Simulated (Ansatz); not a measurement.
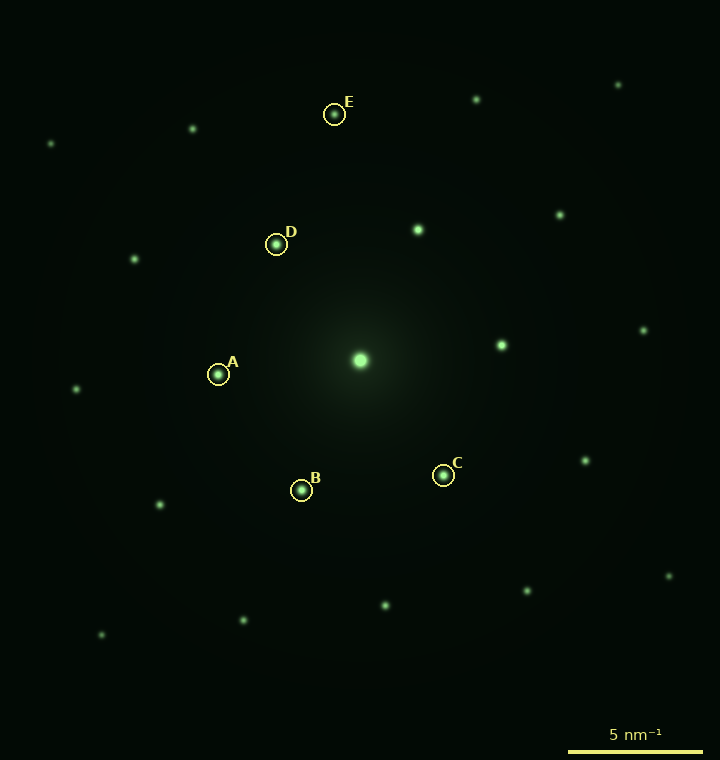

Kinematic zone-axis pattern, calculated for 200 keV electrons with B = 0.3 Å². The zone axis points towards the electron source and the pattern is seen from the source side.

Ti, space group Pm-3m (No. 221), a = 2.64 Å. Structure: the input geometry of an electronic-structure calculation (not necessarily at equilibrium); the starting structure was generated, so it need not be a known form of this composition.

| atom | site | symmetry | x | y | z |
| --- | --- | --- | --- | --- | --- |
| Ti | 1a | m-3m | 0.0000 | 0.0000 | 0.0000 |

Spot A is indexed -1 0 1 and spot B 0 -1 1.

> What are the indices of the remaining marked spots?

C = −A + B = 1 -1 0 (d = 1.870 Å). D = A − B = -1 1 0 (d = 1.870 Å). E = A − 2B = -1 2 -1 (d = 1.080 Å).

> Find the zone axis.

The cross product of A and B is parallel to [111]; every spot obeys hu + kv + lw = 0.

> What are the spacings of A and B and the angle between them?

d(A) = 1.870 Å, d(B) = 1.870 Å, and the angle is 60.0°.
